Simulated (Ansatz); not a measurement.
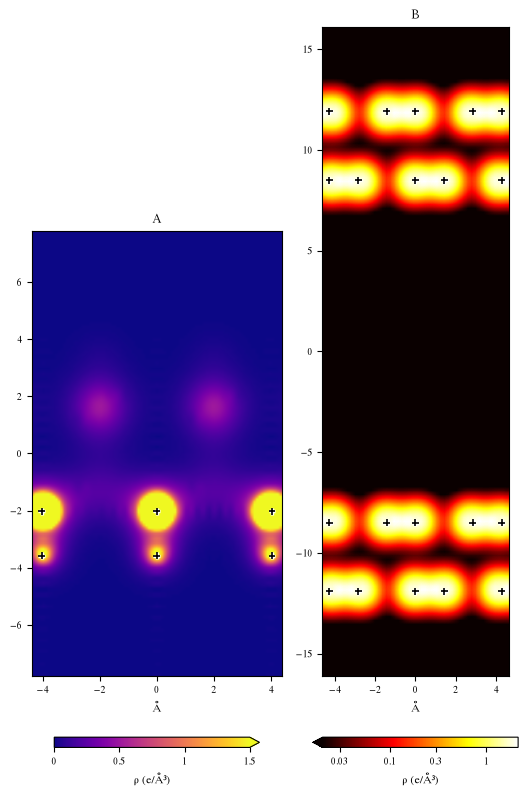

The valence pseudo-density of 2 systems, each on a plane through atoms (crosses mark nuclei in the plane).

These are results of DFT PBE+D3(BJ), scalar-relativistic, plane waves, PAW (Ansatz), not measurements.

System 1: Ge$_{2}$H (slab), the (100) plane of the calculation cell, a cut from vacuum to vacuum. 

System 2: C (slab), the (110) plane of the calculation cell, a cut from vacuum to vacuum. 

**Which map belongs to which system?**

Panel A is system 1, Ge$_{2}$H: the plane holds Ge and H. Ge–H (1.55 Å): ρ at the midpoint is about 0.95 e/Å³. Panel B is system 2, C: the plane holds C. C–C (1.42 Å): ρ is about 2 e/Å³ halfway.
